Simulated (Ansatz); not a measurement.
Cell and atoms:

```
CELL_PARAMETERS angstrom
5.46797 0.00000 0.00000
0.00000 5.46797 0.00000
0.00000 0.00000 5.46797
ATOMIC_POSITIONS crystal
Si 0.25243 0.25243 0.25243
Si 0.00000 0.50000 0.50000
Si 0.50000 0.50000 0.00000
Si 0.50000 0.00000 0.50000
Si 0.74757 0.25243 0.74757
Si 0.74757 0.74757 0.25243
Si 0.25243 0.74757 0.74757
Ge 0.00000 0.00000 0.00000
```

Characterise the structure given above.

Its composition is Si₇Ge. Space group P-43m (No. 215), lattice primitive cubic. Atoms per cell: 8 (7 Si, 1 Ge). Each Ge has four Si in a tetrahedral arrangement at 2.39 Å. Si takes two kinds of site: 4e with three Si and one Ge in a tetrahedral arrangement (2.36 Å to Si, 2.39 Å to Ge); 3c with four Si in a tetrahedral arrangement at 2.36 Å. The bonds build a three-dimensional framework.

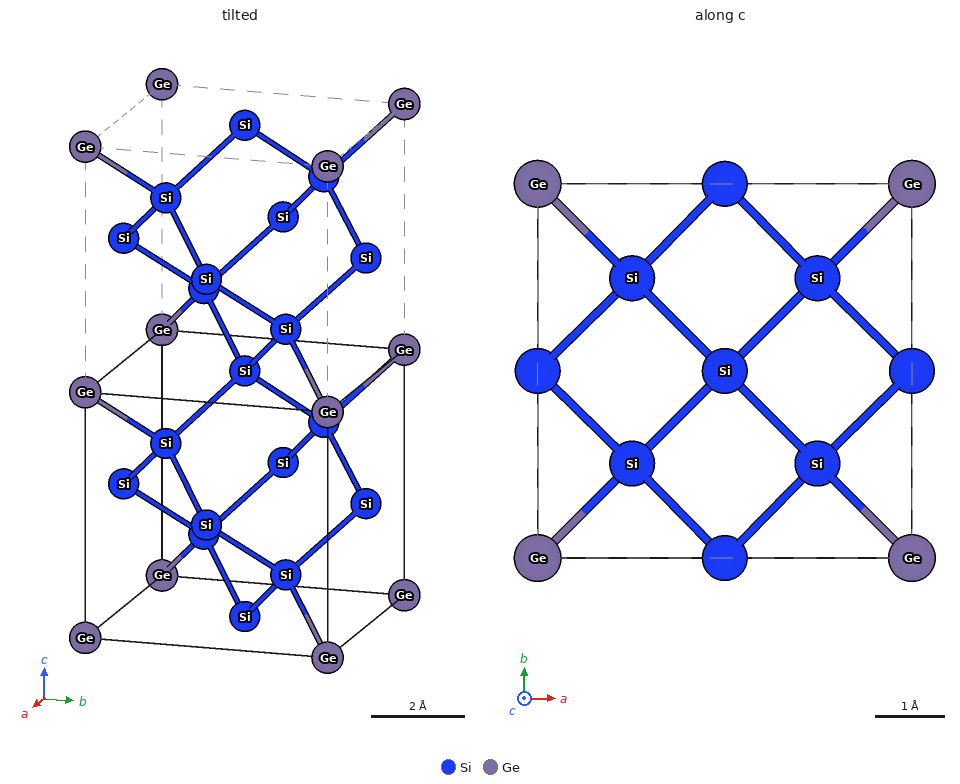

Figure: ball-and-stick view slightly off an axis and along the c axis. The drawing covers 1×1×2 cells, and the solid lines enclose one conventional unit cell.

It derives from a structure listed in the Materials Project. Earlier steps of the study, as a rule a relaxation of our own, may have changed the cell and positions, so they can lie some per cent off the listed ones. It was run through Ansatz as a DFT input.
